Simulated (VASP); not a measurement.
## Single-point calculation, with input and output: InP (part 2 of 3)

The same run, continued: InP (F-43m, 54 atoms in the cell); Kohn-Sham DFT of a periodic cell, PBE, VASP PAW PBE potentials, recommended, no spin polarisation (VASP 6.6.1); cutoff 400 eV, 2×2×2 k-mesh, Gaussian smearing of 0.05 eV. The structure derives from an entry of the Crystallography Open Database. It belongs to a series of runs on one base structure; here: grid = ENCUT=400 dk=0.35 cell=3x3x3 ISMEAR=0 SIGMA=0.05 LREAL=Auto EDIFF=1e-06. The settings are looser than a standard set-up, so the numbers are not reference values.

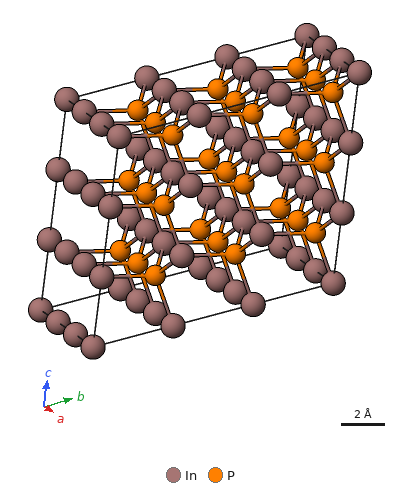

The structure as given in the input (ball-and-stick view of the cell of the calculation, seen slightly off an axis). An atom can appear more than once, as a periodic image.

**Parts of OUTCAR, continued**
```
    190       1.8073      2.00000
    191       1.8073      2.00000
    192       1.8073      2.00000
    193       1.8073      2.00000
    194       1.8073      2.00000
    195       1.8073      2.00000
    196       1.8073      2.00000
    197       1.8073      2.00000
    198       1.8073      2.00000
    199       1.8073      2.00000
    200       1.8073      2.00000
    201       3.2969      2.00000
    202       3.2969      2.00000
    203       3.2969      2.00000
    204       3.2969      2.00000
    205       3.2969      2.00000
    206       3.2969      2.00000
    207       3.2969      2.00000
    208       3.2969      2.00000
    209       3.2969      2.00000
    210       3.2969      2.00000
    211       3.2969      2.00000
    212       3.2969      2.00000
    213       3.5270      2.00000
    214       3.5270      2.00000
    215       3.5270      2.00000
    216       3.5270      2.00000
    217       3.5270      2.00000
    218       3.5270      2.00000
    219       3.5270      2.00000
    220       3.5270      2.00000
    221       3.5270      2.00000
    222       3.5270      2.00000
    223       3.5270      2.00000
    224       3.5270      2.00000
    225       4.4190      2.00000
    226       4.4190      2.00000
    227       4.4190      2.00000
    228       4.4190      2.00000
    229       4.4190      2.00000
    230       4.4190      2.00000
    231       4.4190      2.00000
    232       4.4190      2.00000
    233       4.4190      2.00000
    234       4.4190      2.00000
    235       4.4190      2.00000
    236       4.4190      2.00000
    237       4.4190      2.00000
    238       4.4190      2.00000
    239       4.4190      2.00000
    240       4.4190      2.00000
    241       5.1958      2.00000
    242       5.1958      2.00000
    243       5.1958      2.00000
    244       5.9055      0.00000
    245       6.8488      0.00000
    246       6.8488      0.00000
    247       6.8488      0.00000
    248       6.8489      0.00000
    249       6.8489      0.00000
    250       6.8489      0.00000
    251       6.8490      0.00000
    252       6.8512      0.00000
    253       7.2442      0.00000
    254       7.2443      0.00000
    255       7.2444      0.00000

 k-point     2 :       0.5000    0.0000    0.0000
  band No.  band energies     occupation
      1      -9.1595      2.00000
      2      -9.1595      2.00000
      3      -9.1595      2.00000
      4      -9.1595      2.00000
      5      -9.1595      2.00000
      6      -9.1595      2.00000
      7      -9.1390      2.00000
      8      -9.1390      2.00000
      9      -9.1390      2.00000
     10      -9.1390      2.00000
     11      -9.1390      2.00000
     12      -9.1390      2.00000
     13      -9.1162      2.00000
     14      -9.1120      2.00000
     15      -9.1120      2.00000
     16      -9.1120      2.00000
     17      -9.1120      2.00000
     18      -9.1120      2.00000
     19      -9.1120      2.00000
     20      -9.0979      2.00000
     21      -9.0979      2.00000
     22      -9.0979      2.00000
     23      -9.0979      2.00000
     24      -9.0979      2.00000
     25      -9.0979      2.00000
     26      -9.0292      2.00000
     27      -9.0292      2.00000
     28      -8.9849      2.00000
     29      -8.9849      2.00000
     30      -8.9849      2.00000
     31      -8.9849      2.00000
     32      -8.9584      2.00000
     33      -8.9584      2.00000
     34      -8.9543      2.00000
     35      -8.9543      2.00000
     36      -8.9543      2.00000
     37      -8.9543      2.00000
     38      -8.9543      2.00000
     39      -8.9543      2.00000
     40      -8.9534      2.00000
     41      -8.9534      2.00000
     42      -8.9534      2.00000
     43      -8.9534      2.00000
     44      -8.9534      2.00000
     45      -8.9534      2.00000
     46      -8.9491      2.00000
     47      -8.9491      2.00000
     48      -8.9491      2.00000
     49      -8.9491      2.00000
     50      -8.9491      2.00000
     51      -8.9491      2.00000
     52      -8.9478      2.00000
     53      -8.9478      2.00000
     54      -8.9478      2.00000
     55      -8.9478      2.00000
     56      -8.9478      2.00000
     57      -8.9478      2.00000
     58      -8.9434      2.00000
     59      -8.9434      2.00000
     60      -8.9434      2.00000
     61      -8.9434      2.00000
     62      -8.9434      2.00000
     63      -8.9434      2.00000
     64      -8.9166      2.00000
     65      -8.9166      2.00000
     66      -8.9166      2.00000
     67      -8.9166      2.00000
     68      -8.9166      2.00000
     69      -8.9166      2.00000
     70      -8.9136      2.00000
     71      -8.9136      2.00000
     72      -8.9136      2.00000
     73      -8.9136      2.00000
     74      -8.9136      2.00000
     75      -8.9136      2.00000
     76      -8.9068      2.00000
     77      -8.9068      2.00000
     78      -8.9068      2.00000
     79      -8.9068      2.00000
     80      -8.9068      2.00000
     81      -8.9068      2.00000
     82      -8.8803      2.00000
     83      -8.8803      2.00000
     84      -8.8803      2.00000
     85      -8.8803      2.00000
     86      -8.8803      2.00000
     87      -8.8803      2.00000
     88      -8.8610      2.00000
     89      -8.8610      2.00000
     90      -8.8610      2.00000
     91      -8.8610      2.00000
     92      -8.8610      2.00000
     93      -8.8610      2.00000
     94      -8.8595      2.00000
     95      -8.8595      2.00000
     96      -8.8595      2.00000
     97      -8.8595      2.00000
     98      -8.8595      2.00000
     99      -8.8595      2.00000
    100      -8.8451      2.00000
    101      -8.8451      2.00000
    102      -8.8451      2.00000
    103      -8.8451      2.00000
    104      -8.8426      2.00000
    105      -8.8426      2.00000
    106      -8.8426      2.00000
    107      -8.8426      2.00000
    108      -8.8426      2.00000
    109      -8.8426      2.00000
    110      -8.8381      2.00000
    111      -8.8381      2.00000
    112      -8.8381      2.00000
    113      -8.8381      2.00000
    114      -8.8381      2.00000
    115      -8.8381      2.00000
    116      -8.8320      2.00000
    117      -8.8320      2.00000
    118      -8.8320      2.00000
    119      -8.8320      2.00000
    120      -8.8320      2.00000
    121      -8.8320      2.00000
    122      -8.8319      2.00000
    123      -8.8319      2.00000
    124      -8.8291      2.00000
    125      -8.8291      2.00000
    126      -8.8291      2.00000
    127      -8.8291      2.00000
    128      -8.8291      2.00000
    129      -8.8291      2.00000
    130      -8.8184      2.00000
    131      -8.8184      2.00000
    132      -8.8184      2.00000
    133      -8.8184      2.00000
    134      -8.8184      2.00000
    135      -8.8184      2.00000
    136      -6.0094      2.00000
    137      -6.0094      2.00000
    138      -5.2550      2.00000
    139      -5.2550      2.00000
    140      -5.2550      2.00000
    141      -5.2550      2.00000
    142      -5.2550      2.00000
    143      -5.2550      2.00000
    144      -4.6968      2.00000
    145      -4.6968      2.00000
    146      -4.6968      2.00000
    147      -4.6968      2.00000
    148      -4.6968      2.00000
    149      -4.6968      2.00000
    150      -4.5976      2.00000
    151      -4.1651      2.00000
    152      -4.1651      2.00000
    153      -4.1651      2.00000
    154      -4.1651      2.00000
    155      -4.1651      2.00000
    156      -4.1651      2.00000
    157      -4.0890      2.00000
    158      -4.0890      2.00000
    159      -4.0890      2.00000
    160      -4.0890      2.00000
    161      -4.0890      2.00000
    162      -4.0890      2.00000
    163      -0.5365      2.00000
    164      -0.3186      2.00000
    165      -0.3186      2.00000
    166      -0.3186      2.00000
    167      -0.3186      2.00000
    168      -0.3186      2.00000
    169      -0.3186      2.00000
    170      -0.2077      2.00000
    171      -0.2077      2.00000
    172      -0.2077      2.00000
    173      -0.2077      2.00000
    174      -0.2077      2.00000
    175      -0.2077      2.00000
    176       0.1067      2.00000
    177       0.1067      2.00000
    178       0.1067      2.00000
    179       0.1067      2.00000
    180       0.1067      2.00000
    181       0.1067      2.00000
    182       1.2452      2.00000
    183       1.2452      2.00000
    184       1.2452      2.00000
    185       1.2452      2.00000
    186       1.2452      2.00000
    187       1.2452      2.00000
    188       2.0985      2.00000
    189       2.0985      2.00000
    190       2.0985      2.00000
    191       2.0985      2.00000
    192       2.0985      2.00000
    193       2.0985      2.00000
    194       2.4092      2.00000
    195       2.4092      2.00000
    196       2.4092      2.00000
    197       2.4092      2.00000
    198       2.4092      2.00000
    199       2.4092      2.00000
    200       2.8496      2.00000
    201       2.8496      2.00000
    202       2.8496      2.00000
    203       2.8496      2.00000
    204       2.8496      2.00000
    205       2.8496      2.00000
    206       3.0136      2.00000
    207       3.0136      2.00000
    208       3.1185      2.00000
    209       3.1185      2.00000
    210       3.1185      2.00000
    211       3.1185      2.00000
    212       3.1185      2.00000
    213       3.1185      2.00000
    214       3.1491      2.00000
    215       3.1491      2.00000
    216       3.1491      2.00000
    217       3.1491      2.00000
    218       3.1491      2.00000
    219       3.1491      2.00000
    220       3.6963      2.00000
    221       3.6963      2.00000
    222       3.6963      2.00000
    223       3.6963      2.00000
    224       3.6963      2.00000
    225       3.6963      2.00000
    226       3.8851      2.00000
    227       3.8851      2.00000
    228       3.8851      2.00000
    229       3.8851      2.00000
    230       3.8851      2.00000
    231       3.8851      2.00000
    232       4.1826      2.00000
    233       4.1826      2.00000
    234       4.1826      2.00000
    235       4.1826      2.00000
    236       4.1826      2.00000
    237       4.1826      2.00000
    238       4.2238      2.00000
    239       4.2238      2.00000
    240       4.8913      2.00000
    241       4.8913      2.00000
    242       4.8913      2.00000
    243       4.8913      2.00000
    244       6.6929      0.00000
    245       6.9958      0.00000
    246       6.9958      0.00000
    247       7.4377      0.00000
    248       7.4377      0.00000
    249       7.4377      0.00000
    250       7.4380      0.00000
    251       7.4381      0.00000
    252       7.4387      0.00000
    253       7.9107      0.00000
    254       7.9110      0.00000
    255       7.9120      0.00000

 k-point     3 :       0.5000    0.5000    0.0000
  band No.  band energies     occupation
      1      -9.1824      2.00000
      2      -9.1584      2.00000
      3      -9.1584      2.00000
      4      -9.1584      2.00000
      5      -9.1584      2.00000
      6      -9.1294      2.00000
      7      -9.1294      2.00000
      8      -9.1294      2.00000
      9      -9.1294      2.00000
     10      -9.1294      2.00000
     11      -9.1294      2.00000
     12      -9.1294      2.00000
     13      -9.1294      2.00000
     14      -9.1241      2.00000
     15      -9.1241      2.00000
     16      -9.1241      2.00000
     17      -9.1241      2.00000
     18      -9.1241      2.00000
     19      -9.1241      2.00000
     20      -9.1241      2.00000
     21      -9.1241      2.00000
     22      -9.0696      2.00000
     23      -9.0696      2.00000
     24      -9.0696      2.00000
     25      -9.0696      2.00000
     26      -9.0517      2.00000
     27      -9.0517      2.00000
     28      -8.9721      2.00000
     29      -8.9721      2.00000
     30      -8.9721      2.00000
     31      -8.9721      2.00000
     32      -8.9702      2.00000
     33      -8.9702      2.00000
     34      -8.9702      2.00000
     35      -8.9702      2.00000
     36      -8.9646      2.00000
     37      -8.9646      2.00000
     38      -8.9646      2.00000
     39      -8.9646      2.00000
     40      -8.9502      2.00000
     41      -8.9502      2.00000
     42      -8.9501      2.00000
     43      -8.9501      2.00000
     44      -8.9501      2.00000
     45      -8.9501      2.00000
     46      -8.9501      2.00000
     47      -8.9501      2.00000
     48      -8.9429      2.00000
     49      -8.9429      2.00000
     50      -8.9429      2.00000
     51      -8.9429      2.00000
     52      -8.9429      2.00000
     53      -8.9429      2.00000
     54      -8.9429      2.00000
     55      -8.9429      2.00000
     56      -8.9403      2.00000
     57      -8.9403      2.00000
     58      -8.9403      2.00000
     59      -8.9403      2.00000
     60      -8.9403      2.00000
     61      -8.9403      2.00000
     62      -8.9403      2.00000
     63      -8.9403      2.00000
     64      -8.9250      2.00000
     65      -8.9250      2.00000
     66      -8.9250      2.00000
     67      -8.9250      2.00000
     68      -8.9244      2.00000
     69      -8.9244      2.00000
     70      -8.9244      2.00000
     71      -8.9244      2.00000
     72      -8.9243      2.00000
     73      -8.9243      2.00000
     74      -8.9243      2.00000
     75      -8.9243      2.00000
     76      -8.9008      2.00000
     77      -8.9008      2.00000
     78      -8.9008      2.00000
     79      -8.9008      2.00000
     80      -8.8969      2.00000
     81      -8.8927      2.00000
     82      -8.8927      2.00000
     83      -8.8738      2.00000
     84      -8.8738      2.00000
     85      -8.8738      2.00000
     86      -8.8738      2.00000
     87      -8.8650      2.00000
     88      -8.8650      2.00000
     89      -8.8650      2.00000
     90      -8.8650      2.00000
     91      -8.8650      2.00000
     92      -8.8650      2.00000
     93      -8.8650      2.00000
     94      -8.8650      2.00000
     95      -8.8564      2.00000
     96      -8.8564      2.00000
     97      -8.8507      2.00000
     98      -8.8507      2.00000
     99      -8.8507      2.00000
    100      -8.8507      2.00000
    101      -8.8495      2.00000
    102      -8.8495      2.00000
    103      -8.8495      2.00000
    104      -8.8495      2.00000
    105      -8.8495      2.00000
    106      -8.8495      2.00000
    107      -8.8495      2.00000
    108      -8.8495      2.00000
    109      -8.8381      2.00000
    110      -8.8381      2.00000
    111      -8.8380      2.00000
    112      -8.8380      2.00000
    113      -8.8368      2.00000
    114      -8.8368      2.00000
    115      -8.8286      2.00000
    116      -8.8286      2.00000
    117      -8.8286      2.00000
    118      -8.8286      2.00000
    119      -8.8286      2.00000
    120      -8.8286      2.00000
    121      -8.8286      2.00000
    122      -8.8286      2.00000
    123      -8.8272      2.00000
    124      -8.8272      2.00000
    125      -8.8272      2.00000
    126      -8.8272      2.00000
    127      -8.8272      2.00000
    128      -8.8272      2.00000
    129      -8.8272      2.00000
    130      -8.8272      2.00000
    131      -8.8236      2.00000
    132      -8.8236      2.00000
    133      -8.8236      2.00000
    134      -8.8236      2.00000
    135      -8.8104      2.00000
    136      -5.9066      2.00000
    137      -5.9066      2.00000
    138      -5.5250      2.00000
    139      -5.5250      2.00000
    140      -5.5250      2.00000
    141      -5.5250      2.00000
    142      -4.5708      2.00000
    143      -4.5708      2.00000
    144      -4.5708      2.00000
    145      -4.5708      2.00000
    146      -4.5708      2.00000
    147      -4.5708      2.00000
    148      -4.5708      2.00000
    149      -4.5708      2.00000
    150      -4.4797      2.00000
    151      -4.4797      2.00000
    152      -4.4797      2.00000
    153      -4.4797      2.00000
    154      -4.4797      2.00000
    155      -4.4797      2.00000
    156      -4.4797      2.00000
    157      -4.4797      2.00000
    158      -3.9430      2.00000
    159      -3.8841      2.00000
    160      -3.8841      2.00000
    161      -3.8841      2.00000
    162      -3.8841      2.00000
    163      -0.5574      2.00000
    164      -0.4478      2.00000
    165      -0.4478      2.00000
    166      -0.4478      2.00000
    167      -0.4478      2.00000
    168      -0.2775      2.00000
    169      -0.2775      2.00000
    170      -0.2775      2.00000
    171      -0.2775      2.00000
    172      -0.2775      2.00000
    173      -0.2775      2.00000
    174      -0.2775      2.00000
    175      -0.2775      2.00000
    176       0.3099      2.00000
    177       0.3099      2.00000
    178       0.3099      2.00000
    179       0.3099      2.00000
    180       0.3099      2.00000
    181       0.3099      2.00000
    182       0.3099      2.00000
    183       0.3099      2.00000
    184       1.7904      2.00000
    185       1.7904      2.00000
    186       1.7904      2.00000
    187       1.7904      2.00000
    188       2.3889      2.00000
    189       2.3889      2.00000
    190       2.3889      2.00000
    191       2.3889      2.00000
    192       2.4123      2.00000
    193       2.4123      2.00000
    194       2.4123      2.00000
    195       2.4123      2.00000
    196       2.4900      2.00000
    197       2.4900      2.00000
    198       2.4900      2.00000
    199       2.4900      2.00000
    200       2.4900      2.00000
    201       2.4900      2.00000
```
